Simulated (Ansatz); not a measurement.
# Geometry relaxation, with input and output: Si$_{2}$C$_{3}$ (part 2 of 2)

The same run, continued: Si$_{2}$C$_{3}$ (I4/mmm, 5 atoms in the cell); DFT PBE, scalar-relativistic, plane waves, PAW, no spin polarisation (Ansatz 0.2.0); cutoff 420 eV, 16×16×16 k-mesh, Gaussian smearing of 0.1 eV. The structure was made by a generator, so it may or may not be a known phase.

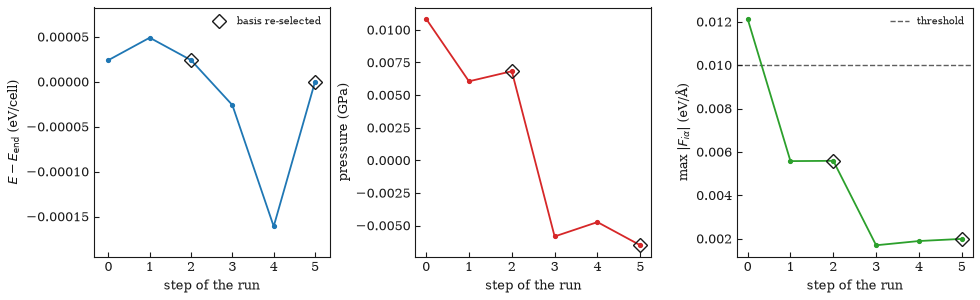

Figure 1. Progress of the relaxation, step by step (the first geometry is step 0 here and step 1 in the log). The energy falls by 0.2 meV per cell of the calculation in 3 geometry steps. The largest force component goes from 0.012 to 0.002 eV/Å. The pressure goes from 0.01 to −0.01 GPa. 1 further SCF at an unchanged geometry re-selected the plane-wave basis for the new cell. No atom moves by more than 0.005 Å relative to the cell. Cell: a = b stay at 3.107 Å, c 12.638 → 12.610 Å (−0.2 %). Volume −0.2 %. The space group stays I4/mmm (No. 139). The energy change given includes the shifts at the re-selections in mid-walk, which come without any move. A last SCF at the same geometry on a re-selected plane-wave basis shifts the energy by +0.2 meV per cell of the calculation. (Atoms are counted from 1 in the order of the input.)

```
basis re-selected at this cell: Δ(F+E_penalty+E_count) = +1.614e-4 eV, ΔP = -0.002 GPa vs the last step (what re-selecting the basis moved, of the pressure what is left beyond the Pulay correction that the steps carried, after the strain that the cell walked since its last selection, with what the two solves' SCF thresholds leave and, on support functions, any second-order correction that the steps lacked; it is no measure of the basis error at this ecutwfc). This SCF's stress stands 1.19e-2 GPa from its target on what of the cell is left free (relax.cell.stress_tol is 5.00e-2 GPa) and its largest allowed force component is 1.99e-3 eV/Å (relax.f_tol is 1.00e-2 eV/Å): within both
SCF converged after 4 iterations
Free energy (F): -2018.342124 eV
Harris-Foulkes:  -2018.342124 eV  (|F-HF|=3.64e-12)
Internal energy: -2018.338221 eV  (E = F + TS)
E sigma→0 (E₀):  -2018.340173 eV
Entropy (-TS):   -0.003902 eV (-0.780 meV/atom)
Fermi energy:    7.871090 eV
--- Per-component energies (eV) ---
  E_band       = 10.614830
  E_kinetic    = 345.347060
  E_local      = -629.984463  (includes V_loc(G=0)·N_el)
  E_nonlocal   = 132.994376
  E_hartree    = 227.840571
  E_xc         = -254.071321
  E_vxc        = -271.376215  (∫ρ·V_xc dr)
  E_paw        = -1320.533718  (= ΣΔE_a)
  E_vpaw       = -22.047167  (= ΣTr[D̂ρ^β])
  E_aug_tail   = 0.000035  (compensation charges beyond the density's cutoff)
  E_ewald      = -519.930762
  E_smearing   = -0.003902  (= −TS)
  E_closure    = 0.000000  (closes the sum)
  Σ components = -2018.342124   (vs F -2018.342124, Δ=0.00e0)
--- Forces (eV/Å), atoms counted from 1 ---
  atom   1  Si     0.00000000     0.00000000    -0.00011825
  atom   2  Si     0.00000000     0.00000000     0.00011825
  atom   3  C      0.00000000     0.00000000     0.00198887
  atom   4  C      0.00000000     0.00000000     0.00000000
  atom   5  C      0.00000000    -0.00000000    -0.00198887
  max |Σ_I F_I| component: 5.20e-18 eV/Å
--- Stress (GPa, compression-positive) ---
       -0.011862       0.000000       0.000000
        0.000000      -0.011862      -0.000000
        0.000000      -0.000000       0.004183
  P = ⅓ Tr σ = -0.0065 GPa (-0.065 kbar)
--- Band table (eV; the first three rows and the last of 349) ---
  k-point 0: bands = ["-10.5580", "-7.3378", "-1.1023", "1.3787", "2.1555", "2.1555", "3.5057", "5.4778", "5.4778", "8.6008", "9.7949", "11.4489", "11.4489", "11.5504", "13.0511"]
  k-point 1: bands = ["-10.4832", "-7.2673", "-1.0942", "1.3335", "1.5212", "1.9483", "4.3531", "5.2201", "5.2299", "9.0664", "9.4737", "11.1522", "11.4621", "12.0483", "12.9135"]
  k-point 2: bands = ["-10.2650", "-7.0630", "-1.1634", "0.8663", "1.1993", "1.4219", "4.6203", "4.7750", "5.6768", "8.7608", "10.0398", "10.7259", "11.6624", "12.6167", "12.9752"]
  k-point 348: bands = ["-10.5406", "-7.4128", "-0.4031", "0.5580", "2.1395", "2.1395", "3.5535", "5.5490", "5.5490", "8.7115", "10.5214", "10.6811", "11.2417", "11.2417", "11.4527"]
--- Relaxed structure (4 steps of the walk, 4 accepted, 2 SCFs on fresh bases) ---
  F+E_penalty+E_count = -2018.34212367 eV   max|allowed force component| = 1.989e-3 eV/Å   (the final SCF, on the basis selected at the relaxed cell)
  cell:  # Å, volume = 60.8752 Å³
    - [-1.5536445044290683, 1.5536445044290683, 6.3048808460791035]
    - [1.5536445044290683, -1.5536445044290683, 6.3048808460791035]
    - [1.5536445044290683, 1.5536445044290683, -6.3048808460791035]
  atoms:
    - { symbol: Si, position: [0.1009838783537386, 0.1009838783537386, 4.799045593486545e-37] }
    - { symbol: Si, position: [0.8990161216462614, 0.8990161216462614, -3.471822744458311e-35] }
    - { symbol: C, position: [0.6074208467836129, 0.6074208467836129, -6.731020182431194e-36] }
    - { symbol: C, position: [0.5, 0.5, -1.3123396999071573e-35] }
    - { symbol: C, position: [0.39257915321638714, 0.39257915321638714, -1.9757941357745025e-35] }
```

**Trajectory as extended XYZ (Å, eV, eV/Å), 6 frames, from step=1 to step=6**
```
5
Lattice="-1.5533 1.5533 6.3191 1.5533 -1.5533 6.3191 1.5533 1.5533 -6.3191" Properties=species:S:1:pos:R:3:forces:R:3 step=1 energy=-2018.34210 pressure_GPa=0.01
Si    0.0000    0.0000    1.2729    0.0000   0.0000   0.0063
Si    0.0000    0.0000   11.3654    0.0000   0.0000  -0.0063
C     0.0000    0.0000    7.6740    0.0000   0.0000  -0.0121
C     0.0000    0.0000    6.3191    0.0000   0.0000   0.0000
C     0.0000    0.0000    4.9642    0.0000   0.0000   0.0121
5
Lattice="-1.5534 1.5534 6.3206 1.5534 -1.5534 6.3206 1.5534 1.5534 -6.3206" Properties=species:S:1:pos:R:3:forces:R:3 step=2 energy=-2018.34208 pressure_GPa=0.01
Si    0.0000    0.0000    1.2732    0.0000   0.0000   0.0023
Si    0.0000    0.0000   11.3679    0.0000   0.0000  -0.0023
C     0.0000    0.0000    7.6753    0.0000   0.0000  -0.0056
C     0.0000    0.0000    6.3206    0.0000   0.0000   0.0000
C     0.0000    0.0000    4.9658    0.0000   0.0000   0.0056
5
Lattice="-1.5534 1.5534 6.3206 1.5534 -1.5534 6.3206 1.5534 1.5534 -6.3206" Properties=species:S:1:pos:R:3:forces:R:3 step=3 energy=-2018.34210 pressure_GPa=0.01
Si    0.0000    0.0000    1.2732    0.0000   0.0000   0.0023
Si    0.0000    0.0000   11.3679    0.0000   0.0000  -0.0023
C     0.0000    0.0000    7.6753    0.0000   0.0000  -0.0056
C     0.0000    0.0000    6.3206    0.0000   0.0000   0.0000
C     0.0000    0.0000    4.9658    0.0000   0.0000   0.0056
5
Lattice="-1.5536 1.5536 6.3156 1.5536 -1.5536 6.3156 1.5536 1.5536 -6.3156" Properties=species:S:1:pos:R:3:forces:R:3 step=4 energy=-2018.34215 pressure_GPa=-0.01
Si    0.0000    0.0000    1.2733    0.0000   0.0000   0.0013
Si    0.0000    0.0000   11.3580    0.0000   0.0000  -0.0013
C     0.0000    0.0000    7.6703    0.0000   0.0000  -0.0017
C     0.0000    0.0000    6.3156    0.0000   0.0000   0.0000
C     0.0000    0.0000    4.9610    0.0000   0.0000   0.0017
5
Lattice="-1.5536 1.5536 6.3049 1.5536 -1.5536 6.3049 1.5536 1.5536 -6.3049" Properties=species:S:1:pos:R:3:forces:R:3 step=5 energy=-2018.34228 pressure_GPa=-0.00
Si    0.0000    0.0000    1.2734    0.0000   0.0000  -0.0001
Si    0.0000    0.0000   11.3364    0.0000   0.0000   0.0001
C     0.0000    0.0000    7.6594    0.0000   0.0000   0.0019
C     0.0000    0.0000    6.3049    0.0000   0.0000   0.0000
C     0.0000    0.0000    4.9503    0.0000   0.0000  -0.0019
5
Lattice="-1.5536 1.5536 6.3049 1.5536 -1.5536 6.3049 1.5536 1.5536 -6.3049" Properties=species:S:1:pos:R:3:forces:R:3 step=6 energy=-2018.34212 pressure_GPa=-0.01
Si    0.0000    0.0000    1.2734    0.0000   0.0000  -0.0001
Si    0.0000    0.0000   11.3364    0.0000   0.0000   0.0001
C     0.0000    0.0000    7.6594    0.0000   0.0000   0.0020
C     0.0000    0.0000    6.3049    0.0000   0.0000   0.0000
C     0.0000    0.0000    4.9503    0.0000   0.0000  -0.0020
```

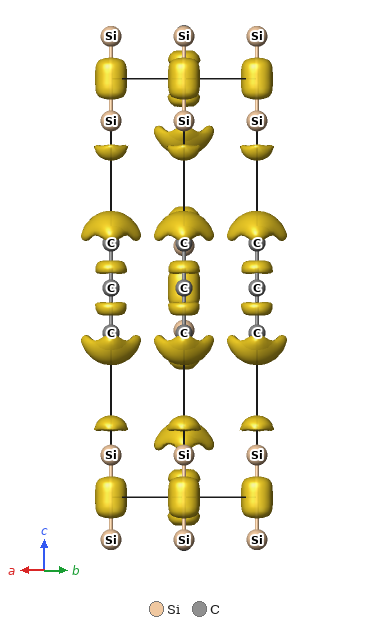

Figure 2. Isosurface of the ELF at 0.8 (yellow), seen along [110]. Only the valence region is drawn (cores and ρ < 0.01 e/Å³ removed). Sticks mark near contacts. The outline is the cell set on symmetry axes. Profiles from the grid: C–C (1.35 Å): the ELF peaks at about 0.90 between the atoms (a multiple bond by its length, whose ELF region spreads away from the axis). Core electrons are frozen (PAW), so the fields are smoothed inside the atomic spheres.

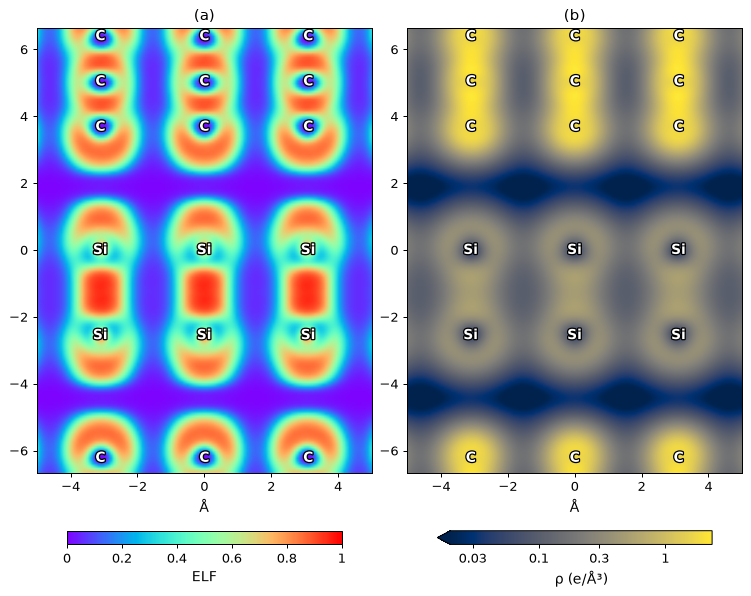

Figure 3. (a) electron localisation function; (b) valence electron density on the (100) plane of the conventional cell. C–C (1.35 Å): ρ at the midpoint is about 2.2 e/Å³; the ELF peaks at about 0.90 between the atoms; a multiple bond by its length, whose ELF region spreads away from the axis. Si–Si (2.55 Å): the density is about 0.49 e/Å³ at the midpoint, a local maximum along the line; the ELF peaks at about 0.95 between the atoms (localised, shared-pair bonding). Away from the nuclei the density in this plane falls to 0.01 e/Å³ at its lowest.

The run was set up as follows.

**The input**
```yaml
crystal:
  lattice:
    - [-1.5532973127, 1.5532973127, 6.3191350686]
    - [1.5532973127, -1.5532973127, 6.3191350686]
    - [1.5532973127, 1.5532973127, -6.3191350686]
  atoms:
    - { symbol: Si, position: [0.1007158424, 0.1007158424, 0.0] }
    - { symbol: Si, position: [0.8992841576, 0.8992841576, 0.0] }
    - { symbol: C, position: [0.6072052423, 0.6072052423, 0.0] }
    - { symbol: C, position: [0.5, 0.5, 0.0] }
    - { symbol: C, position: [0.3927947577, 0.3927947577, 0.0] }
basis:
  ecutwfc: 420
kpoints:
  mp_grid: { grid: [16, 16, 16] }
hamiltonian:
  xc: pbe
scf:
  occupations: { method: gaussian, width: 0.1 }
output:
  forces: true
  stress: true
  eigenvalues: true
  write_density: true
  write_potential: true
  elf: true
  volumetric_format: npy
relax:
  adjacent_minimum: "off"
  f_tol: 0.01
  max_steps: 80
  cell: { stress_tol: 0.05 }
```

Launched with:
```bash
ansatz run input.yaml --threads 1 --pin off --max-ram 2560MiB --backend cpu --events-out ev --progress --plain --runs-dir out
```

**Results in brief**

| quantity | value |
| --- | --- |
| outcome | converged |
| space group (tolerance 0.01 Å) | I4/mmm (139) |
| electrons treated | 20 |
| free energy | −2018.3421 eV |
| Fermi energy | 7.871 eV |
| gap on the k-point mesh | none (metallic) |
| pressure | −0.01 GPa |
| final volume | 60.88 Å³ |
| largest force (length of the vector) at the end | 0.002 eV/Å |
| final cell | a = 6.677 Å, b = 6.677 Å, c = 6.677 Å, α = 153.09°, β = 153.09°, γ = 38.43° |
| hardware | 1 thread of Intel Xeon @ 2.50GHz (Skylake/Cascade Lake), 189 GiB of memory available, shared host |
| wall time | 4.7 min |
| peak memory | 0.61 GiB |
